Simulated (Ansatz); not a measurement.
```
Li Se
1.0
     5.80154    0.00000    0.00000
     0.00000    5.80154    0.00000
     0.00000    0.00000    5.80154
Li Se
8 4
Direct
  0.25000 0.25000 0.25000
  0.75000 0.75000 0.25000
  0.75000 0.25000 0.75000
  0.25000 0.75000 0.75000
  0.75000 0.25000 0.25000
  0.25000 0.75000 0.25000
  0.25000 0.25000 0.75000
  0.75000 0.75000 0.75000
  0.00000 0.00000 0.00000
  0.50000 0.50000 0.00000
  0.50000 0.00000 0.50000
  0.00000 0.50000 0.50000
```

Space group Fm-3m; changed on purpose from its base cell (volume × 0.91); computed pressure about 4 GPa in this cell.

Theory: DFT r2SCAN, scalar-relativistic, plane waves, PAW in Ansatz.

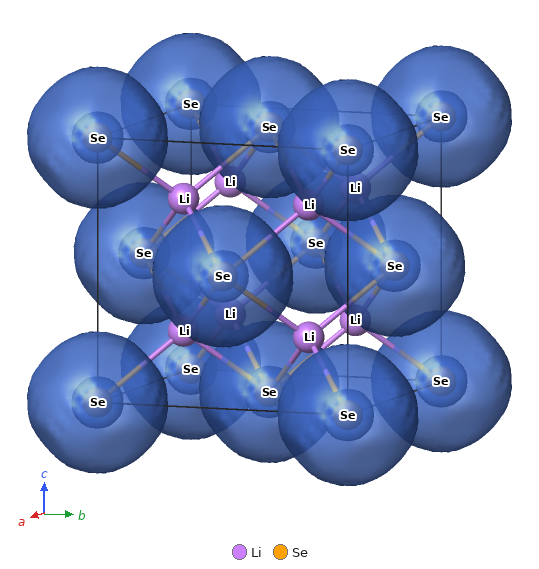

Li$_{2}$Se. Isosurface of the ELF at 0.65 (blue), seen slightly off an axis. Core shells and regions of very low density are left out. Sticks mark near contacts.

> Identify the bonds, lone pairs and shells in this picture.

The surface consists of four regions wrapped around Se (the valence shell of each), counted in one cell of 12 atoms. Regions shared between cells count once. Profiles from the grid: Li–Se (2.51 Å): the ELF is about 0.80 at the midpoint; a largely ionic contact.

> Does the calculation give a band gap?

It is gapped, with a Kohn–Sham gap of 3.4 eV on the k-point mesh (the band edges may lie off the mesh, which would make the gap smaller).
